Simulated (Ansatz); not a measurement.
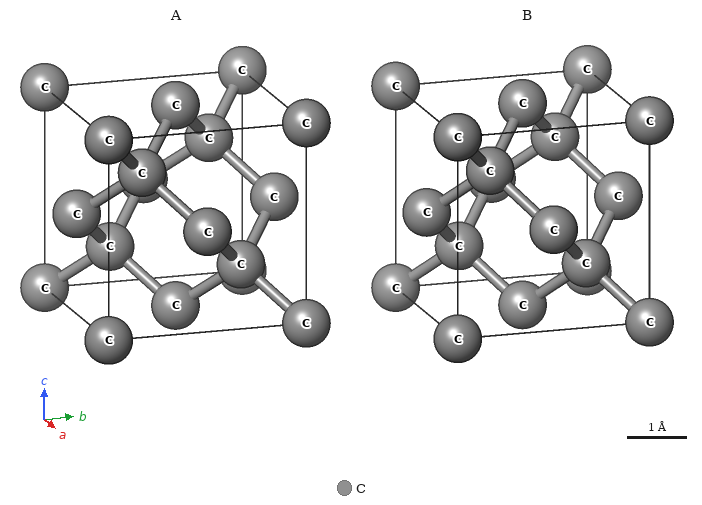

Two geometries of solid C (built on the diamond type) at its r2SCAN-relaxed geometry: one is the relaxed structure, the other was perturbed away from it. The picture is a ball-and-stick view of the conventional cell (4 times the calculation's cell), seen slightly off an axis. Lengths and directions refer to the drawn axes.

These are results of Ansatz, DFT, r2SCAN, plane waves, PAW, not measurements. Settings: plane-wave cutoff 500 eV; k-point mesh 12 × 12 × 12; occupations fixed; no spin polarisation.

Which is the distorted one, and what does the distortion cost?

Answer. Structure B is the perturbed one. The cell is strained by +0.7 % along c and −3.0 % across it (volume −5.3 %). The atoms and the free axis were relaxed with r2SCAN under that strain, and this is a single point on that geometry. Energy change: +40.6 meV per atom. Pressure: 0.0 GPa before, 27.0 GPa after. The principal stresses (compression positive) are 0.0 GPa along c and 40.6 GPa across it. All forces vanish by symmetry. The band gap goes from 4.36 to 3.97 eV. Near-neighbour distances before and after: C–C 1.542 → 1.514 Å. The space group (tolerance 0.01 Å) goes from Fd-3m (No. 227) to I4_1/amd (No. 141).
